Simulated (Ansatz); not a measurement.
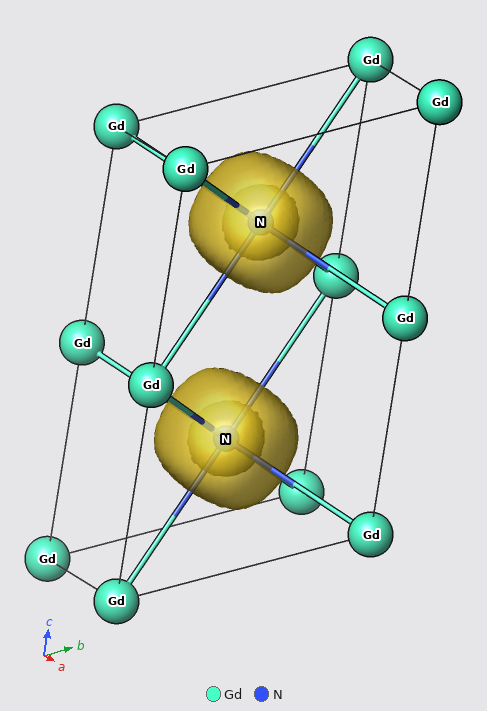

The picture shows: GdN. Isosurface of the electron localisation function at 0.75 (yellow), seen slightly off an axis. Only the valence region is drawn (cores and ρ < 0.01 e/Å³ removed). Sticks mark near contacts.

Space group Fm-3m; computed pressure about −8 GPa in this cell; computed without spin polarisation.

Theory: DFT, PBE, PAW, plane waves, scalar-relativistic (Ansatz 0.2.0).

What do the ELF domains correspond to?

At this value the surface marks out two regions wrapped around N (the valence shell of each), counted in one cell of 4 atoms. Any copies at cell faces, edges or corners count once. Profiles from the grid: Gd–N (2.50 Å): the ELF peaks at about 0.80 in the valence shell of N, 0.7 Å from its nucleus, and drops to about 0.15 between the two atoms; no localised pair shows between them.

Does the calculation make it a metal, or give it a gap?

It is metallic or semimetallic at this level of theory: no gap opens; semilocal functionals without U, or without the true magnetic order, often close the gap of such compounds.
